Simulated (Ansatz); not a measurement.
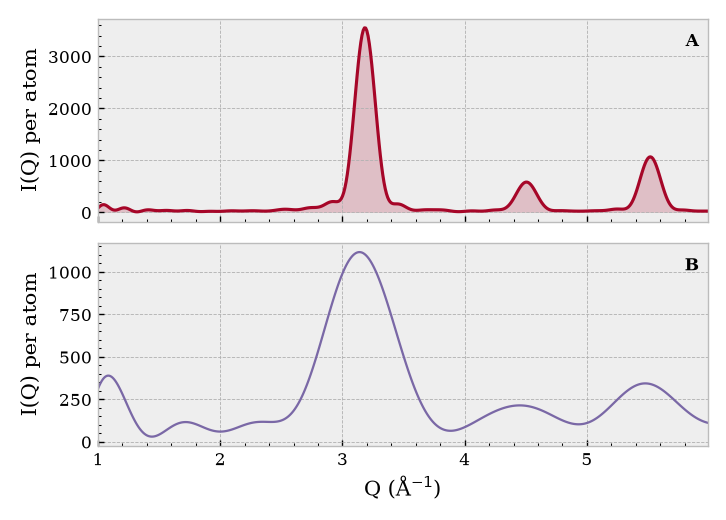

X-ray scattering of spheres cut from the crystal structure of Ni (Im-3m, a = 2.787 Å, b = 2.787 Å, c = 2.787 Å, α = 90.00°, β = 90.00°, γ = 90.00°), calculated atom by atom with the Debye equation (B = 0.5 Å², no relaxation of the surface). Basis of the simulation: the input geometry of an electronic-structure calculation (not necessarily at equilibrium); the starting structure was generated, so it need not be a known form of this composition.

**The spheres are 10 and 36 Å across. Which curve is which?**

curve A: 36 Å (2229 atoms); curve B: 10 Å (59 atoms). Peak widths go roughly as 2π/D, so the largest sphere has the sharpest peaks.

**Index the main peaks of the largest sphere.**

Q ≈ 3.18 Å⁻¹: 110; Q ≈ 4.51 Å⁻¹: 200; Q ≈ 5.52 Å⁻¹: 211.
